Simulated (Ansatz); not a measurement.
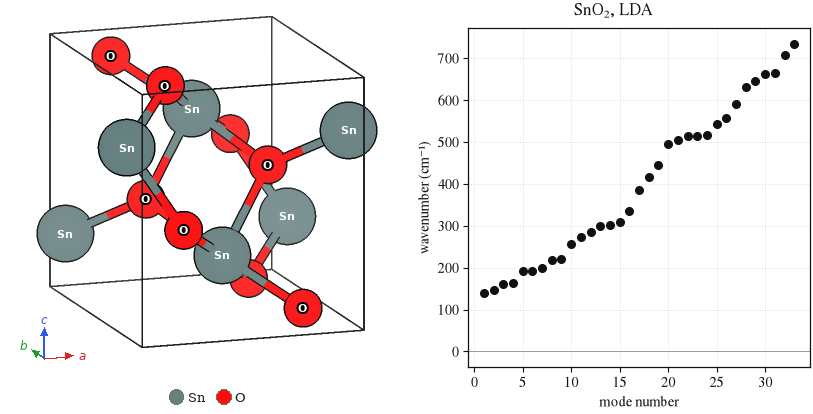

Method: harmonic phonon frequencies at the zone centre with atoms at rest in the given cell, without the long-range term of polar modes, the three translations left out, imaginary frequencies are negative; plane waves with PAW datasets, Γ-centred k mesh (Ansatz 0.2.0). Level: LDA, no spin polarisation.

```tsv
setting	value
wave cutoff	420 eV
k mesh	6×6×6
occupations	fixed
pressure	0 GPa
phonon method	linear response
```

Structure:
```cif
data_structure
_symmetry_space_group_name_H-M 'P 1'
_symmetry_Int_Tables_number 1
_cell_length_a 4.7034
_cell_length_b 5.6950
_cell_length_c 5.2042
_cell_angle_alpha 90.000
_cell_angle_beta 90.000
_cell_angle_gamma 90.000
_cell_volume 139.40
loop_
_atom_site_label
_atom_site_type_symbol
_atom_site_fract_x
_atom_site_fract_y
_atom_site_fract_z
_atom_site_occupancy
Sn1 Sn 0.50000 0.66731 0.75000 1
Sn2 Sn 0.00000 0.83269 0.25000 1
Sn3 Sn 0.50000 0.33269 0.25000 1
Sn4 Sn 0.00000 0.16731 0.75000 1
O1 O 0.73100 0.60491 0.07765 1
O2 O 0.23100 0.89509 0.92235 1
O3 O 0.76900 0.89509 0.57765 1
O4 O 0.26900 0.60491 0.42235 1
O5 O 0.73100 0.39509 0.57765 1
O6 O 0.23100 0.10491 0.42235 1
O7 O 0.76900 0.10491 0.07765 1
O8 O 0.26900 0.39509 0.92235 1
```

Figure. Zone-centre optical phonon frequencies (the three acoustic modes are left out) for SnO₂, space group Pbcn (No. 60). The conventional cell is drawn beside the plot.

No frequency is imaginary, so the structure is stable to these displacements (zone-boundary modes weren't tested here). The highest mode lies at 734.6 cm⁻¹ (without the field of polar modes).

Note: field response not converged on the k mesh.
